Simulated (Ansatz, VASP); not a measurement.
# BaTiO3 in two plane-wave programs

Aim: how closely do two programs agree when they are given the same cell, functional and k mesh?

Method: plane waves, with VASP 6.6.1 beside it; relaxation of cell and atoms at PBEsol and relaxation of cell and atoms at r2SCAN, in Ansatz 0.2.0.

The database entry behind the starting cell differs from later determinations by our own check (c/a about 0.6 % short), so it need not match the best structure at ambient conditions.

### 1. Starting point

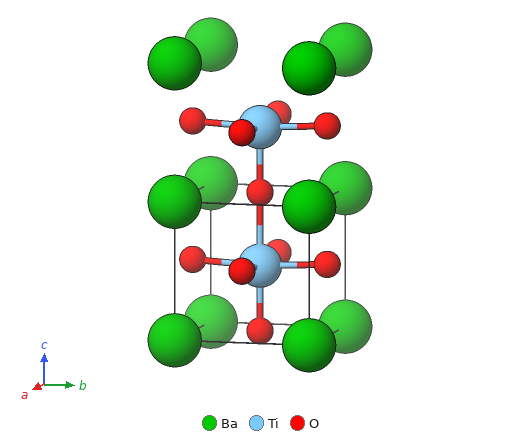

Start, viewed slightly off an axis; barium green, titanium blue, oxygen red. 1×1×2 cells are drawn. Some periodic images of atoms are drawn too.

### 2. Ansatz: relaxation of cell and atoms, PBEsol

Ansatz runs on its default PAW (the set named soft_2) files.

The relaxed volume is the usual yardstick between codes: its relative difference is about their pressure difference at one cell divided by the bulk modulus.

Contents of input.yaml:

```yaml
crystal:
  lattice:
    - [3.9998, 0.0, 0.0]
    - [0.0, 3.9998, 0.0]
    - [0.0, 0.0, 4.018]
  atoms:
    - { symbol: Ba, position: [0.0, 0.0, 0.0] }
    - { symbol: Ti, position: [0.5, 0.5, 0.49] }
    - { symbol: O, position: [0.5, 0.5, 0.019] }
    - { symbol: O, position: [0.5, 0.0, 0.517] }
    - { symbol: O, position: [0.0, 0.5, 0.517] }
hamiltonian:
  xc: pbesol
  pseudopotentials: { kind: paw }
kpoints:
  mp_grid: { grid: [6, 6, 6] }
scf:
  occupations: { method: fermi_dirac, width: 0.05 }
relax:
  f_tol: 0.01
  max_steps: 60
  cell: { stress_tol: 0.05 }
output:
  forces: true
  stress: true
  write_density: true
  write_potential: true
  elf: true
  volumetric_format: npy
```

The run is started by

```
$ ansatz run input.yaml --threads 4 --pin off --max-ram 9216MiB --backend cpu --events-out ev --progress --plain --runs-dir out
```

Numbers of over 12 decimals in the logs are rounded to 6 here.

The program printed:

```text
Engine: ansatz 0.2.0, aarch64-unknown-linux-gnu
Pseudopotentials: kind: paw
Pseudopotential: Ba, paw, valence charge 10, recommended cutoff 420 eV (normal), Ba.paw.azcp
Pseudopotential: Ti, paw, valence charge 12, recommended cutoff 420 eV (normal), Ti.paw.azcp
Pseudopotential: O, paw, valence charge 6, recommended cutoff 420 eV (normal), O.paw.azcp
Functional definition: PBEsol
  exchange = pbesol_x
  correlation = pbesol_c
Crystal: 5 atoms, lattice volume = 64.282 Å³
Basis set: ecut = 420 eV, 1237 PW (Γ), exchange–correlation on 54×54×54 points (8 copies of the dense FFT grid, shifted against one another)
Bands: 25, of which v1, the nominal top of the filled ones, is band 20 counted from 1 (19 counted from 0)
Symmetry: 8 space group operations
Space group: P4mm (ITA 99), of the structure as read, at distance tolerance 4.0e-5 Å
k-points: 40 of 216 (time reversal used)
Non-local potential: Ba, projectors of the file, l = 0: 3, l = 1: 2, l = 2: 2, l = 3: 2
Non-local potential: Ti, projectors of the file, l = 0: 3, l = 1: 2, l = 2: 3, l = 3: 1
Non-local potential: O, projectors of the file, l = 0: 2, l = 1: 2, l = 2: 1
PAW form: soft (Blöchl's): semilocal exchange-correlation on the pseudo side does not see the compensation charge
PAW frozen core: Ba, regenerated for the run's functional, and the local potential with it (the file was generated under x = pbe(κ = 0.804, μ = 0.219515), c = pbe(β = 0.066725))
PAW frozen core: Ti, regenerated for the run's functional, and the local potential with it (the file was generated under x = pbe(κ = 0.804, μ = 0.219515), c = pbe(β = 0.066725))
PAW frozen core: O, regenerated for the run's functional, and the local potential with it (the file was generated under x = pbe(κ = 0.804, μ = 0.219515), c = pbe(β = 0.066725))
PAW one-centre angular grid: Ba, 194 points (default); XC on 64 Gauss nodes
PAW one-centre angular grid: Ti, 590 points (default); XC on 64 Gauss nodes
PAW one-centre angular grid: O, 110 points (default); XC on 64 Gauss nodes
Initial density: superposition of atomic densities (neutral atoms: chi_scale 0, normalization atom), corrected by the library's trained network
Initial wavefunctions: pseudopotential atomic-orbital guess
Functional: x = pbesol(κ = 0.804, μ = 0.123457), c = pbesol(β = 0.046)
SCF iter   1: F=—  HF=-10027.489445 eV  |F-HF|=—  |Δ(HF+E_count)|=         —  Δρ=1.72e-2  dr2=1.65e-1  ethr=1.77e-3  ⟨swp⟩=6.2  Hψ=4998  notcnv=0
preconditioner: auto → Resta (q_TF=auto, 2.521 Å⁻¹)  ε∞=5.9  [insulator: Δε(μ)=1.596 eV  Ē_g=11.844 eV  σ=0.050 eV  W_gap=1.00  n_scr=18 (ndim 8)  ℏωp=26.2 eV  f_vac=0.000  D(μ)=0.00/eV (n_scr^D=0)  ε∞_Penn≈5.9]
SCF iter   2: F=—  HF=-10027.456297 eV  |F-HF|=—  |Δ(HF+E_count)|=   3.31e-2  Δρ=4.45e-3  dr2=1.54e-2  ethr=4.11e-4  ⟨swp⟩=2.4  Hψ=1856  notcnv=0  defer=29
SCF iter   3: F=—  HF=-10027.454482 eV  |F-HF|=—  |Δ(HF+E_count)|=   1.81e-3  Δρ=1.49e-3  dr2=1.78e-3  ethr=3.85e-5  ⟨swp⟩=2.2  Hψ=1303  notcnv=0  defer=29
SCF iter   4: F=—  HF=-10027.454263 eV  |F-HF|=—  |Δ(HF+E_count)|=   2.19e-4  Δρ=1.40e-4  dr2=1.38e-5  ethr=4.44e-6  ⟨swp⟩=1.9  Hψ=1276  notcnv=0  defer=29
SCF iter   5: F=—  HF=-10027.453944 eV  |F-HF|=—  |Δ(HF+E_count)|=   3.18e-4  Δρ=2.85e-5  dr2=5.20e-7  ethr=3.46e-8  ⟨swp⟩=2.1  Hψ=1720  notcnv=0  defer=29
SCF iter   6: F=-10027.453944 eV  HF=-10027.453944 eV  |F-HF|=1.64e-8  |Δ(HF+E_count)|=   1.31e-7  Δρ=9.95e-6  dr2=4.23e-8  ethr=2.50e-10  ⟨swp⟩=8.8  Hψ=6849  notcnv=0
SCF 1 converged in 6 iterations: F = -10027.453944 eV  dr2 = 4.23e-8
  Residual-converged pass: ⟨swp⟩=1.0  Hψ=1160  notcnv=0  max |occ|·‖R‖ = 7.0e-9 eV (tolerance 1.0e-8 eV)  dr2=4.23e-8  dr2_onsite=3.86e-9  max |Δocc| = 4.1e-19
  greatest PAW one-centre occupation: 0.999 electrons in one spin orbital (limit 2), on the Ti atom at site 1 (counted from 0), in its partial waves of l = 0
relax step   1: F+E_penalty+E_count = -10027.45394437 eV  Δ(F+E_penalty+E_count) = +0.000e0 eV  max|allowed force component| = 3.550e-1 eV/Å  Δτ_max = 0.0000 Å  P = -3.840 GPa  Ω = 64.282 Å³  (6 SCF iters, dr2 threshold 1.00e-7 eV, accepted)
[... from here on, the SCF cycles and remarks between the steps are left out ...]
relax step   2: F+E_penalty+E_count = -10027.47861541 eV  Δ(F+E_penalty+E_count) = -2.467e-2 eV  max|allowed force component| = 1.225e-1 eV/Å  Δτ_max = 0.0099 Å  P = +0.248 GPa  Ω = 62.827 Å³  energy of the carried Pulay correction = +5.416e-3 eV  (6 SCF iters, dr2 threshold 5.00e-7 eV, accepted)
relax step   3: F+E_penalty+E_count = -10027.47872128 eV  Δ(F+E_penalty+E_count) = -1.059e-4 eV  max|allowed force component| = 1.509e-1 eV/Å  Δτ_max = 0.0075 Å  P = +0.037 GPa  Ω = 62.930 Å³  energy of the carried Pulay correction = +5.026e-3 eV  (6 SCF iters, dr2 threshold 5.00e-7 eV, accepted)
relax step   4: F+E_penalty+E_count = -10027.47914181 eV  Δ(F+E_penalty+E_count) = -4.205e-4 eV  max|allowed force component| = 1.412e-1 eV/Å  Δτ_max = 0.0028 Å  P = -0.048 GPa  Ω = 62.977 Å³  energy of the carried Pulay correction = +4.850e-3 eV  (6 SCF iters, dr2 threshold 5.00e-7 eV, accepted)
relax step   5: F+E_penalty+E_count = -10027.48003677 eV  Δ(F+E_penalty+E_count) = -8.950e-4 eV  max|allowed force component| = 1.057e-1 eV/Å  Δτ_max = 0.0103 Å  P = -0.164 GPa  Ω = 63.115 Å³  energy of the carried Pulay correction = +4.331e-3 eV  (6 SCF iters, dr2 threshold 5.00e-7 eV, accepted)
relax step   6: F+E_penalty+E_count = -10027.48154453 eV  Δ(F+E_penalty+E_count) = -1.508e-3 eV  max|allowed force component| = 1.556e-2 eV/Å  Δτ_max = 0.0193 Å  P = +0.008 GPa  Ω = 63.285 Å³  energy of the carried Pulay correction = +3.695e-3 eV  (6 SCF iters, dr2 threshold 5.00e-7 eV, accepted)
relax step   7: F+E_penalty+E_count = -10027.48151428 eV  Δ(F+E_penalty+E_count) = +3.025e-5 eV  max|allowed force component| = 2.839e-3 eV/Å  Δτ_max = 0.0022 Å  P = -0.026 GPa  Ω = 63.306 Å³  energy of the carried Pulay correction = +3.616e-3 eV  (6 SCF iters, dr2 threshold 3.60e-8 eV, accepted)
relax step   8: F+E_penalty+E_count = -10027.47860308 eV  Δ(F+E_penalty+E_count) = +2.911e-3 eV  max|allowed force component| = 3.123e-3 eV/Å  Δτ_max = 0.0000 Å  P = -0.114 GPa  Ω = 63.306 Å³  stress off target by 1.47e-1 GPa  SCF on the basis re-selected at this cell (its energy is not comparable with the rows above)  (6 SCF iters)
relax step   9: F+E_penalty+E_count = -10027.47876268 eV  Δ(F+E_penalty+E_count) = -1.596e-4 eV  max|allowed force component| = 1.831e-3 eV/Å  Δτ_max = 0.0005 Å  P = +0.009 GPa  Ω = 63.269 Å³  energy of the carried Pulay correction = +1.373e-4 eV  (6 SCF iters, accepted)
relax step  10: F+E_penalty+E_count = -10027.47865151 eV  Δ(F+E_penalty+E_count) = +1.112e-4 eV  max|allowed force component| = 1.812e-3 eV/Å  Δτ_max = 0.0000 Å  P = +0.006 GPa  Ω = 63.269 Å³  stress off target by 1.64e-2 GPa  SCF on the basis re-selected at this cell (its energy is not comparable with the rows above)  (6 SCF iters)
basis re-selected at this cell: Δ(F+E_penalty+E_count) = +1.112e-4 eV, ΔP = -0.002 GPa vs the last step (what re-selecting the basis moved, of the pressure what is left beyond the Pulay correction that the steps carried, after the strain that the cell walked since its last selection, with what the two solves' SCF thresholds leave and, on support functions, any second-order correction that the steps lacked; it is no m [...]
SCF converged after 6 iterations
Free energy (F): -10027.478652 eV
Harris-Foulkes:  -10027.478652 eV  (|F-HF|=5.46e-12)
Internal energy: -10027.478652 eV  (E = F + TS)
E sigma→0 (E₀):  -10027.478652 eV
Fermi energy:    11.390522 eV
--- Per-component energies (eV) ---
  E_band       = -135.571144
  E_kinetic    = 969.311422
  E_local      = -2088.669098  (includes V_loc(G=0)·N_el)
  E_nonlocal   = 207.217163
  E_hartree    = 815.085710
  E_xc         = -486.619483
  E_vxc        = -543.586606  (∫ρ·V_xc dr)
  E_paw        = -6617.076101  (= ΣΔE_a)
  E_vpaw       = -310.022859  (= ΣTr[D̂ρ^β])
  E_aug_tail   = 0.007449  (compensation charges beyond the density's cutoff)
  E_ewald      = -2827.132395
  E_core_change = 0.396681  (= ΣΔE_core)
  E_smearing   = -0.000000  (= −TS)
  E_closure    = -0.000000  (closes the sum)
  Σ components = -10027.478652   (vs F -10027.478652, Δ=0.00e0)
--- Forces (eV/Å), atoms counted from 1 ---
  atom   1  Ba     0.00000000     0.00000000    -0.00022337
  atom   2  Ti    -0.00000000     0.00000000     0.00036114
  atom   3  O     -0.00000000     0.00000000    -0.00181187
  atom   4  O     -0.00000000    -0.00000000     0.00083777
  atom   5  O      0.00000000     0.00000000     0.00083777
  max |Σ_I F_I| component: 1.44e-6 eV/Å
--- Stress (GPa, compression-positive) ---
        0.001523      -0.000000       0.000000
       -0.000000       0.001523      -0.000000
        0.000000      -0.000000       0.016434
  P = ⅓ Tr σ = 0.0065 GPa (0.065 kbar)
--- Band table (eV; the first three rows and the last of 40) ---
  k-point 0: bands = [... 16 lower, 9.1594, 9.9946, 10.0820, 10.0820, 12.3006, 12.6776, 12.6776, 14.7331, ... 1 higher]
  k-point 1: bands = [... 16 lower, 8.9463, 9.4903, 10.0006, 10.0006, 12.3320, 13.0678, 13.0678, 14.7296, ... 1 higher]
  k-point 2: bands = [... 16 lower, 8.5761, 8.7454, 9.8386, 9.8386, 12.3966, 13.7807, 13.7807, 14.7290, ... 1 higher]
  k-point 39: bands = [... 16 lower, 8.0125, 10.2304, 10.2304, 10.4518, 14.7693, 14.7693, 14.8185, 16.9588, ... 1 higher]
--- Relaxed structure (8 steps of the walk, 8 accepted, 2 SCFs on fresh bases) ---
  F+E_penalty+E_count = -10027.47865151 eV   max|allowed force component| = 1.812e-3 eV/Å   (the final SCF, on the basis selected at the relaxed cell)
  cell:  # Å, volume = 63.2692 Å³
    - [3.955507, 0, 1.2991601986327455e-18]
    - [0, 3.955507, 0]
    - [1.305071673110247e-18, 0, 4.043786]
  atoms:
    - { symbol: Ba, position: [-3.732911912675347e-19, 0, -0.00191262] }
    - { symbol: Ti, position: [0.5, 0.5, 0.482865] }
    - { symbol: O, position: [0.5, 0.5, 0.027819] }
    - { symbol: O, position: [0.5, 0, 0.517114] }
    - { symbol: O, position: [0, 0.5, 0.517114] }
```

Run time: 20 s. Hardware: 4 threads of Arm Neoverse V1, shared host; peak memory 0.46 GiB; 76 s of CPU time.

(Part 1 of 2 ends here.)

[Lines on the potential files, build, host, timing and source positions are cut from VASP's logs without a mark.]

[Logs are printed without paths, hosts, clocks, repeated set-up lines and the standing remarks that a program may print on its own settings, such as how far it seeks lower states.]

[Hosts, paths, dates, database ids (printed as entryN), source tags and the programs' standing remarks are cut or masked in the printed files.]
